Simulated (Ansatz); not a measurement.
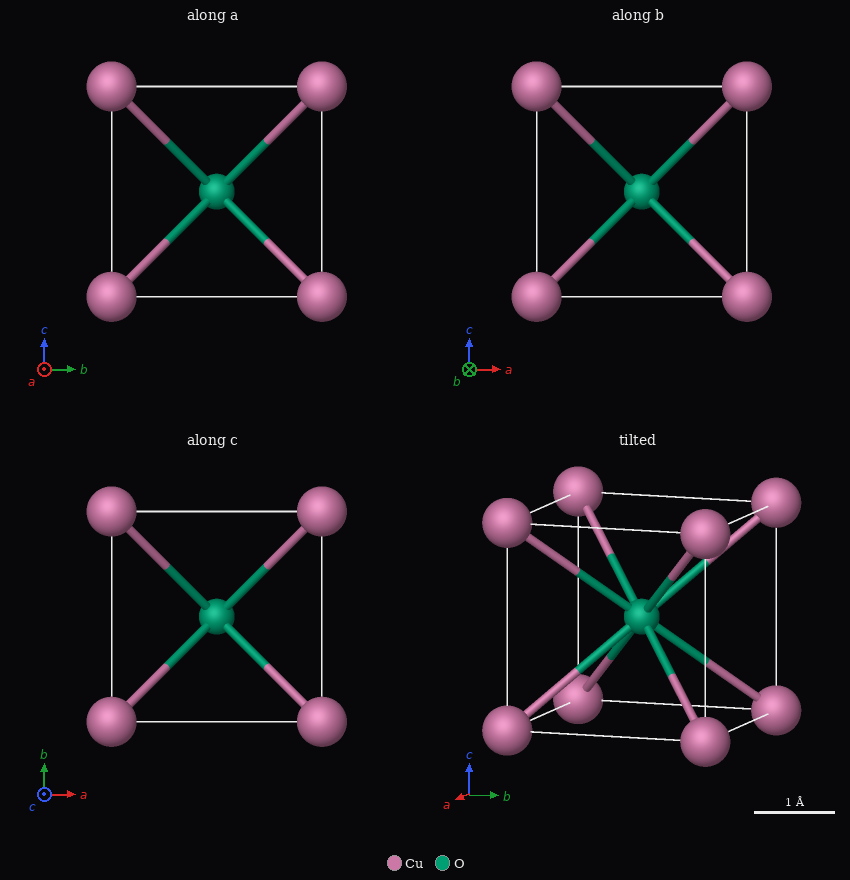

Structure drawing (ball-and-stick), viewed along the a axis, along the b axis, along the c axis and slightly off an axis. The wireframe shows the conventional unit cell.

Lattice parameters: a = 2.646 Å, b = 2.646 Å, c = 2.646 Å, α = 90.00°, β = 90.00°, γ = 90.00°.

Question: Reconstruct the structure as a table of Wyckoff sites.

Answer: Space group Pm-3m (No. 221).
```
atom  site       x       y       z
  Cu    1a  0.0000  0.0000  0.0000
   O    1b  0.5000  0.5000  0.5000
```

Source of the structure: a random cell made by a generator, so it need not be a real form of the compound. Earlier steps of the study, as a rule a relaxation of our own, may have changed the cell and positions, so they can lie some per cent off the listed ones. A calculation with Ansatz used it as input.
